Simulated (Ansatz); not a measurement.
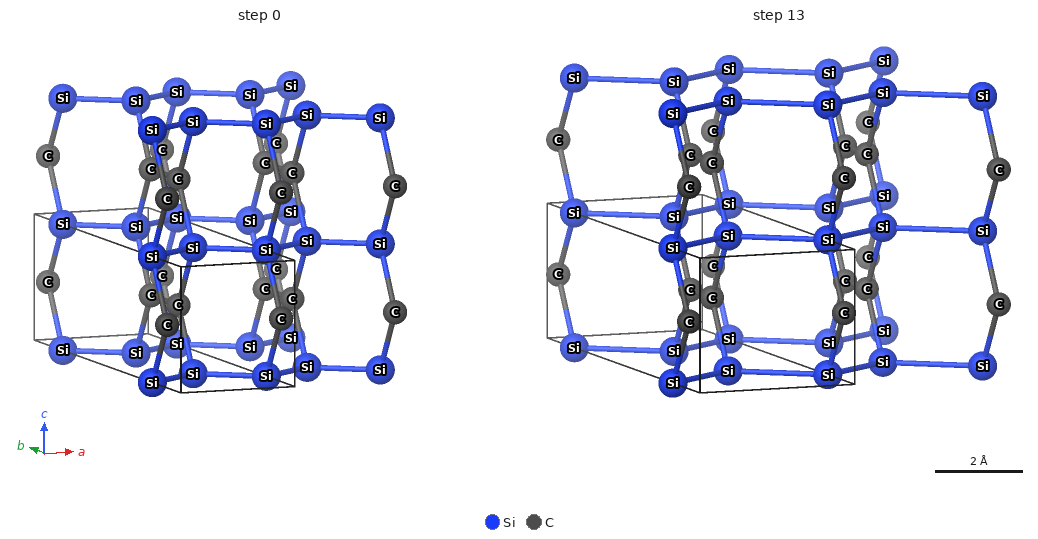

The structure of solid SiC (a generated structure, set up in Cmmm) (coarse preliminary run) before (left) and after (right) a relaxation, at one scale.

Style: ball-and-stick. Shown: the conventional cell (2 times the calculation's cell), repeated 2 × 1 × 2 with one cell outlined, slightly off an axis. Lengths and directions refer to the drawn axes.

Method: Ansatz 0.2.0, DFT PBE, scalar-relativistic, plane waves, PAW. (plane-wave cutoff 420 eV; k-point mesh 6 × 6 × 6; occupations gaussian; smearing width 0.1 eV; no spin polarisation; cell and atoms relaxed; force threshold 0.04 eV/Å; at most 70 steps)

Question: Summarise the run.

Answer: The largest moves relative to the cell, 0.22 Å, are those of C atoms. Largest moves by element: C 0.22 Å, Si 0.17 Å. The drawn cell changes as follows: a 2.841 → 3.860 Å (+35.8 %), b 9.314 → 9.686 Å (+4.0 %), c 2.955 → 3.161 Å (+7.0 %); the volume changes by +51.1 %. Near-neighbour distances that change, for instance: Si–Si 2.841 → 3.860 Å, Si–Si 1.752 → 2.392 Å, C–C 1.752 → 1.374 Å, C–Si 1.752 → 1.885 Å. The space group stays Cmmm (No. 65). Over 11 accepted moves (13 points after the start) the energy falls by 2646 meV per atom. The largest force component goes from 21 to 0.022 eV/Å. The pressure goes from 109.59 to −0.06 GPa. At 2 points the geometry stayed and the basis and grid were re-selected for the new cell (energy shift of 55.4 meV per atom at most each time). The run took 110 s on 1 thread of Intel(R) Xeon(R) Processor @ 2.50GHz (Skylake/Cascade Lake) (shared host), peak memory 0.37 GiB.
